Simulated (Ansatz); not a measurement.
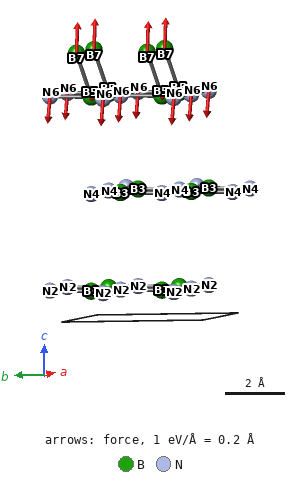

Starting geometry of a slab of composition B4N3 (cut from the P6_3/mmc phase) with the computed forces as red arrows. The picture is a ball-and-stick view of the 2 × 2 repeat of the cell, outlined in the plane, without the vacuum, seen from a free direction.

Case: B put at a bridge N-N site. The slab is the (0 0 1) face of BN with B on it. 2 atoms are held fixed.

Theory: Ansatz, DFT PBE+D3(BJ), scalar-relativistic, plane waves, PAW. (plane-wave cutoff 420 eV; k-point mesh 12 × 12 × 1; occupations gaussian; smearing width 0.05 eV; collinear spin; dipole correction; atoms relaxed in a fixed cell; force threshold 0.03 eV/Å; at most 70 steps)

**What follows when this structure is relaxed?**

It isn't relaxed: the largest force vector, on B7, is 5.35 eV/Å. The final displacements follow the starting forces only in part (cosine between the two patterns 0.49). After 19 geometry steps the energy has fallen by 1.834 eV per cell of the calculation. Largest force component: 5.3 eV/Å at the start, 0.022 eV/Å at the end. B7 moves most: 2.54 Å at 50° to the normal (+c side). Largest moves by element: B 2.54 Å, N 0.23 Å. The lattice vectors keep their values. Some distances before and after: N6–B7 1.970 → 3.983 Å, B5–B7 1.683 → 3.411 Å. Bonds break: B5–B7 (1.68 → 3.41 Å). The program noted that the starting moments weren't kept.

Limits of the set-up: the periodic images lie only 2.5 Å apart, so the values are limited by the cell's size.
